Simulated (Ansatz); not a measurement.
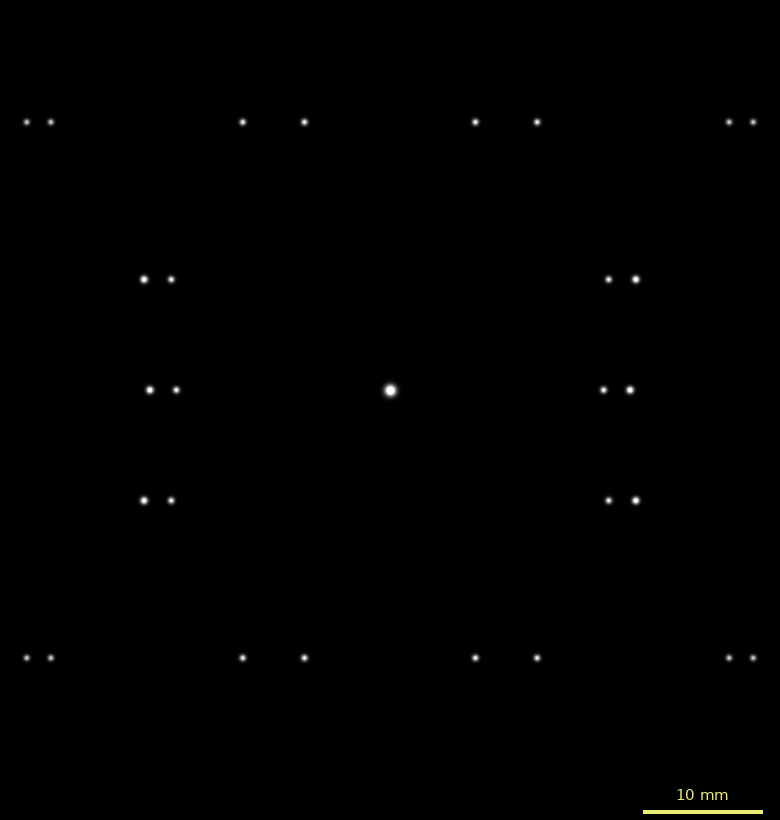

Simulated X-ray rotation photograph: Cu Kα radiation (λ = 1.5418 Å), cylindrical film of radius 28.65 mm unrolled, rotation axis vertical and normal to the beam, kinematic intensities without Lorentz or polarisation factors, the film spanning ±63° about the beam; spots down to d = 1.38 Å.

Q: Measure the layer lines and find the identity period along the axis.

A: The first layer line lies 9.3 mm from the equator, so tan ν = 0.326, sin ν = 0.310 and the period is λ/sin ν = 4.98 Å. Further lines follow at 22.6 mm.

The crystal is Rh, space group Pm-3n (No. 223), a = 4.976 Å. Structure: the input geometry of an electronic-structure calculation (not necessarily at equilibrium); the starting structure was generated, so it need not be a known form of this composition.

Q: About which axis was it rotated?

A: About [001] (or an equivalent direction), whose length in the conventional cell is 4.976 Å.
